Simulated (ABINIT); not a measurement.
G0W0 calculation, with input and output: CO2 (part 2 of 3)

CO2 (6 atoms in the cell); Kohn-Sham DFT of a periodic cell, PBEsol, PseudoDojo NC SR PBEsol v0.4.1 standard, G0W0, no spin polarisation (ABINIT 10.8.3); cutoff 1142.88 eV, 4×4×4 k-mesh, fixed occupations. The structure derives from a Materials Project entry.

Geometry of the input (Å; fractional positions):
```
-1.9593  1.9593  2.9671
1.9593  -1.9593  2.9671
1.9593  1.9593  -2.9671
O  0.8750  0.9579  0.5829
O  0.3750  0.2921  0.4171
O  0.0421  0.6250  0.9171
O  0.7079  0.1250  0.0829
C  0.0000  0.0000  0.0000
C  0.7500  0.2500  0.5000
```

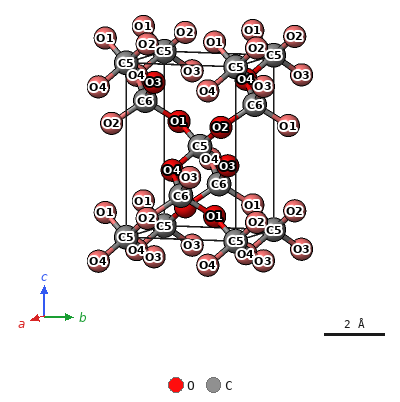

Fig. 1: The structure (ball-and-stick view of the cell 2 times as large as that of the calculation, set on its symmetry axes, seen slightly off an axis; neighbours outside the cell are drawn fainter; atoms are numbered from 1 in the order of the input). An atom can appear more than once, as a periodic image.

The program's output, continued:
```
 Cartesian components of stress tensor (hartree/bohr^3)
  sigma(1 1)= -1.66781830E-07  sigma(3 2)=  0.00000000E+00
  sigma(2 2)= -1.66781830E-07  sigma(3 1)=  0.00000000E+00
  sigma(3 3)= -3.42515223E-07  sigma(2 1)=  0.00000000E+00

--- !ResultsGS
iteration_state: {dtset: 1, }
comment   : Summary of ground state results
lattice_vectors:
- [ -3.7025180,   3.7025180,   5.6070328, ]
- [  3.7025180,  -3.7025180,   5.6070328, ]
- [  3.7025180,   3.7025180,  -5.6070328, ]
lattice_lengths: [   7.67177,    7.67177,    7.67177, ]
lattice_angles: [122.287, 122.287,  86.082, ] # degrees, (23, 13, 12)
lattice_volume:   3.0745917E+02
convergence: {deltae: -1.407E-12, res2:  7.091E-13, residm:  4.107E-17, diffor: null, }
etotal    :  -7.78451519E+01
entropy   :   0.00000000E+00
fermie    :   8.72792015E-02
cartesian_stress_tensor: # hartree/bohr^3
- [ -1.66781830E-07,   0.00000000E+00,   0.00000000E+00, ]
- [  0.00000000E+00,  -1.66781830E-07,   0.00000000E+00, ]
- [  0.00000000E+00,   0.00000000E+00,  -3.42515223E-07, ]
pressure_GPa:   6.6303E-03
xred      :
- [  8.7500E-01,   9.5785E-01,   5.8285E-01,  O]
- [  3.7500E-01,   2.9215E-01,   4.1715E-01,  O]
- [  4.2149E-02,   6.2500E-01,   9.1715E-01,  O]
- [  7.0785E-01,   1.2500E-01,   8.2851E-02,  O]
- [  0.0000E+00,   0.0000E+00,   0.0000E+00,  C]
- [  7.5000E-01,   2.5000E-01,   5.0000E-01,  C]
cartesian_forces: # hartree/bohr
- [  2.25550578E-06,  -2.66182660E-22,   2.02034939E-23, ]
- [ -2.25550578E-06,   5.44242779E-23,   2.02576939E-23, ]
- [  1.62954435E-23,  -2.25550578E-06,  -2.63509858E-23, ]
- [  1.36218876E-22,   2.25550578E-06,   6.12010370E-24, ]
- [ -3.81267254E-23,   7.99971730E-28,  -1.01151529E-23, ]
- [ -3.81297798E-23,  -5.09072919E-28,  -1.01151529E-23, ]
force_length_stats: {min:   3.94457033E-23, max:   2.25550578E-06, mean:   1.50367052E-06, }
...

 Integrated electronic density in atomic spheres:
 ------------------------------------------------
 Atom  Sphere_radius  Integrated_density
    1        2.00000          6.73076657
    2        2.00000          6.73076657
    3        2.00000          6.73076657
    4        2.00000          6.73076657
    5        2.00000          5.52674113
    6        2.00000          5.52674113
================================================================================

 ----iterations are completed or convergence reached----

 Mean square residual over all n,k,spin=   15.434E-18; max=  41.069E-18
 reduced coordinates (array xred) for    6 atoms
       0.875000000000      0.957850600000      0.582850600000
       0.375000000000      0.292149400000      0.417149400000
       0.042149400000      0.625000000000      0.917149400000
       0.707850600000      0.125000000000      0.082850600000
       0.000000000000      0.000000000000      0.000000000000
       0.750000000000      0.250000000000      0.500000000000
 rms dE/dt=  6.8186E-06; max dE/dt=  8.3511E-06; dE/dt below (all hartree)
    1       0.000008351051     -0.000008351051     -0.000008351051
    2      -0.000008351051      0.000008351051      0.000008351051
    3       0.000008351051     -0.000008351051      0.000008351051
    4      -0.000008351051      0.000008351051     -0.000008351051
    5       0.000000000000     -0.000000000000     -0.000000000000
    6      -0.000000000000      0.000000000000      0.000000000000

 cartesian coordinates (angstrom) at end:
    1      1.30430047836520     0.97964407932959     3.70889244751439
    2      0.65498768029397     0.97964407932959     0.74177848950288
    3      2.93893223798877     0.65498768029397    -0.74177848950288
    4     -0.97964407932959     1.30430047836521     2.22533546850863
    5      0.00000000000000     0.00000000000000     0.00000000000000
    6      0.00000000000000     1.95928815865918     1.48355697900576

 cartesian forces (hartree/bohr) at end:
    1      0.00000225550578    -0.00000000000000     0.00000000000000
    2     -0.00000225550578     0.00000000000000     0.00000000000000
    3      0.00000000000000    -0.00000225550578    -0.00000000000000
    4      0.00000000000000     0.00000225550578     0.00000000000000
    5     -0.00000000000000     0.00000000000000    -0.00000000000000
    6     -0.00000000000000    -0.00000000000000    -0.00000000000000
 frms,max,avg= 1.0632556E-06 2.2555058E-06   0.000E+00  0.000E+00  0.000E+00 h/b

 cartesian forces (eV/Angstrom) at end:
    1      0.00011598277065    -0.00000000000000     0.00000000000000
    2     -0.00011598277065     0.00000000000000     0.00000000000000
    3      0.00000000000000    -0.00011598277065    -0.00000000000000
    4      0.00000000000000     0.00011598277065     0.00000000000000
    5     -0.00000000000000     0.00000000000000    -0.00000000000000
    6     -0.00000000000000    -0.00000000000000    -0.00000000000000
 frms,max,avg= 5.4674802E-05 1.1598277E-04   0.000E+00  0.000E+00  0.000E+00 e/A
 length scales=  1.000000000000  1.000000000000  1.000000000000 bohr
              =  0.529177210544  0.529177210544  0.529177210544 angstroms
 Fermi (or HOMO) energy (hartree) =   0.08728   Average Vxc (hartree)=  -0.42693
 Eigenvalues (hartree) for nkpt=  13  k points:
 kpt#   1, nband= 16, wtk=  0.01563, kpt=  0.0000  0.0000  0.0000 (reduced coord)
  -0.80125   -0.60834   -0.60834   -0.58208   -0.45302   -0.27599   -0.27599   -0.22722
  -0.08173   -0.04864   -0.00548    0.04047    0.04047    0.05394    0.05394    0.07088
 prteigrs : prtvol=0 or 1, do not print more k-points.

--- !EnergyTerms
iteration_state     : {dtset: 1, }
comment             : Components of total free energy in Hartree
kinetic             :  5.26474474014252E+01
hartree             :  2.07978613659175E+01
xc                  : -2.07615289381756E+01
Ewald energy        : -5.56430244510265E+01
psp_core            :  3.49856820185292E+00
local_psp           : -6.73515734462291E+01
non_local_psp       : -1.10329020102029E+01
total_energy        : -7.78451518764385E+01
total_energy_eV     : -2.11827449508682E+03
band_energy         : -7.44132585513593E+00
...

 Cartesian components of stress tensor (hartree/bohr^3)
  sigma(1 1)= -1.66781830E-07  sigma(3 2)=  0.00000000E+00
  sigma(2 2)= -1.66781830E-07  sigma(3 1)=  0.00000000E+00
  sigma(3 3)= -3.42515223E-07  sigma(2 1)=  0.00000000E+00

-Cartesian components of stress tensor (GPa)         [Pressure=  6.6303E-03 GPa]
- sigma(1 1)= -4.90689086E-03  sigma(3 2)=  0.00000000E+00
- sigma(2 2)= -4.90689086E-03  sigma(3 1)=  0.00000000E+00
- sigma(3 3)= -1.00771458E-02  sigma(2 1)=  0.00000000E+00

================================================================================
== DATASET  2 ==================================================================

--- !DatasetInfo
iteration_state: {dtset: 2, }
dimensions: {natom: 6, nkpt: 13, mband: 162, nsppol: 1, nspinor: 1, nspden: 1, mpw: 4020, }
cutoff_energies: {ecut:  42.0, pawecutdg:  -1.0, }
electrons: {nelect:   3.20000000E+01, charge:   0.00000000E+00, occopt:   1.00000000E+00, tsmear:   1.00000000E-02, }
meta: {optdriver: 0, ionmov: 0, optcell: 0, iscf: -2, paral_kgb: 0, }
...

 mkfilename : getden/=0, take file _DEN from output of DATASET   1.

 Real(R)+Recip(G) space primitive vectors, cartesian coordinates (Bohr,Bohr^-1):
 R(1)= -3.7025180  3.7025180  5.6070328  G(1)=  0.0000000  0.1350432  0.0891737
 R(2)=  3.7025180 -3.7025180  5.6070328  G(2)=  0.1350432  0.0000000  0.0891737
 R(3)=  3.7025180  3.7025180 -5.6070328  G(3)=  0.1350432  0.1350432  0.0000000
 Unit cell volume ucvol=  3.0745917E+02 bohr^3
 Angles (23,13,12)=  1.22287244E+02  1.22287244E+02  8.60820240E+01 degrees

 getcut: wavevector=  0.0000  0.0000  0.0000  ngfft=  48  48  48
         ecut(hartree)=     42.000   => boxcut(ratio)=   2.14489
--------------------------------------------------------------------------------

================================================================================
 Non-SCF case, kpt    1 (  0.00000  0.00000  0.00000), residuals and eigenvalues=
  4.63E-13  3.87E-13  4.31E-13  3.62E-13  5.69E-14  1.16E-13  1.38E-13  8.12E-14
  4.36E-14  4.21E-14  3.63E-13  9.31E-14  1.22E-13  1.41E-13  1.24E-13  2.18E-13
  8.76E-13  9.02E-14  8.67E-14  5.27E-13  7.61E-14  4.97E-14  8.25E-14  9.61E-14
  1.17E-13  2.79E-13  8.88E-13  3.90E-14  4.82E-14  2.85E-14  3.62E-14  5.42E-14
  3.07E-14  6.29E-13  3.22E-13  4.42E-13  9.59E-13  6.90E-13  7.02E-13  4.19E-13
  3.49E-14  5.15E-13  6.35E-13  9.16E-14  3.38E-14  7.17E-13  4.60E-14  3.37E-13
  7.16E-13  5.37E-13  8.08E-13  4.52E-13  4.98E-13  3.83E-13  7.36E-13  6.70E-13
  7.97E-13  2.41E-13  7.90E-14  5.84E-14  8.19E-13  7.75E-13  7.10E-14  7.28E-13
  1.17E-13  7.16E-13  2.40E-13  7.74E-13  9.89E-13  9.45E-14  1.68E-13  2.52E-13
  1.93E-13  3.59E-13  5.16E-13  5.19E-13  3.55E-13  2.76E-13  2.73E-13  5.72E-13
  6.38E-13  7.94E-13  4.69E-13  6.26E-13  1.63E-13  9.80E-14  6.61E-13  1.16E-13
  8.95E-14  2.43E-13  3.04E-13  4.20E-13  5.34E-13  2.75E-13  1.79E-13  2.91E-13
  3.20E-13  7.33E-13  3.00E-13  3.62E-13  5.19E-13  6.00E-13  5.15E-13  2.34E-13
  7.99E-13  1.99E-13  3.10E-13  2.02E-13  3.10E-13  2.92E-13  4.24E-13  2.61E-13
  4.31E-13  4.60E-13  9.88E-13  7.98E-13  7.93E-13  2.89E-13  1.81E-13  7.80E-13
  4.29E-13  1.18E-13  1.40E-13  2.21E-13  4.05E-13  5.18E-13  8.20E-13  9.54E-13
  4.77E-13  4.44E-13  8.99E-13  6.58E-13  3.17E-13  2.62E-13  3.10E-13  2.76E-13
  4.02E-13  8.31E-13  4.94E-13  9.76E-13  8.73E-13  8.76E-13  5.04E-13  7.38E-13
  6.95E-13  7.62E-13  7.66E-13  5.19E-13  6.49E-13  7.70E-12  4.01E-11  9.84E-11
  1.25E-08  5.81E-09  5.63E-08  7.62E-07  5.52E-07  4.74E-06  2.41E-06  5.48E-05
  8.12E-04  1.82E-04
 -8.0125E-01 -6.0834E-01 -6.0834E-01 -5.8208E-01 -4.5302E-01 -2.7599E-01
 -2.7599E-01 -2.2722E-01 -8.1729E-02 -4.8639E-02 -5.4810E-03  4.0471E-02
  4.0471E-02  5.3945E-02  5.3945E-02  7.0876E-02  3.6797E-01  4.3510E-01
  4.3510E-01  4.3544E-01  5.4240E-01  5.5638E-01  5.8190E-01  6.4664E-01
  6.4664E-01  7.3685E-01  7.3933E-01  8.0822E-01  8.1300E-01  8.1300E-01
  8.9668E-01  1.0162E+00  1.0280E+00  1.0280E+00  1.1678E+00  1.1752E+00
  1.2568E+00  1.2648E+00  1.2648E+00  1.3261E+00  1.3261E+00  1.4000E+00
  1.5159E+00  1.5159E+00  1.5307E+00  1.5607E+00  1.5643E+00  1.5949E+00
  1.5949E+00  1.6043E+00  1.6462E+00  1.6879E+00  1.6879E+00  1.7535E+00
  1.7623E+00  1.8366E+00  1.8760E+00  1.8760E+00  1.9052E+00  1.9201E+00
  1.9201E+00  1.9230E+00  1.9783E+00  2.0277E+00  2.0612E+00  2.0809E+00
  2.0809E+00  2.2001E+00  2.2614E+00  2.2726E+00  2.2923E+00  2.3293E+00
  2.3293E+00  2.4257E+00  2.4681E+00  2.4681E+00  2.5314E+00  2.5836E+00
  2.5836E+00  2.6042E+00  2.6296E+00  2.6296E+00  2.6390E+00  2.7197E+00
  2.7197E+00  2.7271E+00  2.7667E+00  2.7667E+00  2.7749E+00  2.9153E+00
  2.9153E+00  2.9319E+00  2.9363E+00  2.9468E+00  2.9979E+00  2.9979E+00
  2.9994E+00  3.0054E+00  3.0072E+00  3.0322E+00  3.0365E+00  3.0916E+00
  3.0916E+00  3.1234E+00  3.1258E+00  3.2145E+00  3.2145E+00  3.2581E+00
  3.2964E+00  3.2964E+00  3.3220E+00  3.3324E+00  3.3356E+00  3.3432E+00
  3.3432E+00  3.3489E+00  3.3818E+00  3.4259E+00  3.4404E+00  3.4404E+00
  3.4636E+00  3.4636E+00  3.5063E+00  3.5555E+00  3.5910E+00  3.5910E+00
  3.5996E+00  3.6485E+00  3.6642E+00  3.6842E+00  3.6842E+00  3.7658E+00
  3.7706E+00  3.8010E+00  3.8010E+00  3.8142E+00  3.8313E+00  3.8313E+00
  3.8934E+00  3.9176E+00  3.9448E+00  3.9501E+00  3.9561E+00  3.9561E+00
  3.9723E+00  3.9933E+00  3.9963E+00  4.0242E+00  4.0242E+00  4.1130E+00
  4.1130E+00  4.1883E+00  4.1883E+00  4.1992E+00  4.2457E+00  4.2457E+00
  4.2678E+00  4.2886E+00  4.3090E+00  4.3377E+00  4.3443E+00  4.3599E+00
 prteigrs : prtvol=0 or 1, do not print more k-points.

--- !ResultsGS
iteration_state: {dtset: 2, }
comment   : Summary of ground state results
lattice_vectors:
- [ -3.7025180,   3.7025180,   5.6070328, ]
- [  3.7025180,  -3.7025180,   5.6070328, ]
- [  3.7025180,   3.7025180,  -5.6070328, ]
lattice_lengths: [   7.67177,    7.67177,    7.67177, ]
lattice_angles: [122.287, 122.287,  86.082, ] # degrees, (23, 13, 12)
lattice_volume:   3.0745917E+02
convergence: {deltae:  0.000E+00, res2:  0.000E+00, residm:  9.975E-13, diffor:  0.000E+00, }
etotal    :  -7.78451519E+01
entropy   :   0.00000000E+00
fermie    :   8.72792015E-02
cartesian_stress_tensor: null
pressure_GPa: null
xred      :
- [  8.7500E-01,   9.5785E-01,   5.8285E-01,  O]
- [  3.7500E-01,   2.9215E-01,   4.1715E-01,  O]
- [  4.2149E-02,   6.2500E-01,   9.1715E-01,  O]
- [  7.0785E-01,   1.2500E-01,   8.2851E-02,  O]
- [  0.0000E+00,   0.0000E+00,   0.0000E+00,  C]
- [  7.5000E-01,   2.5000E-01,   5.0000E-01,  C]
cartesian_forces: null
force_length_stats: {min: null, max: null, mean: null, }
...

 Integrated electronic density in atomic spheres:
 ------------------------------------------------
 Atom  Sphere_radius  Integrated_density
    1        2.00000          6.73076657
    2        2.00000          6.73076657
    3        2.00000          6.73076657
    4        2.00000          6.73076657
    5        2.00000          5.52674113
    6        2.00000          5.52674113
================================================================================

 ----iterations are completed or convergence reached----

 Mean square residual over all n,k,spin=   40.013E-14; max=  99.749E-14
 reduced coordinates (array xred) for    6 atoms
       0.875000000000      0.957850600000      0.582850600000
       0.375000000000      0.292149400000      0.417149400000
       0.042149400000      0.625000000000      0.917149400000
       0.707850600000      0.125000000000      0.082850600000
       0.000000000000      0.000000000000      0.000000000000
       0.750000000000      0.250000000000      0.500000000000
```
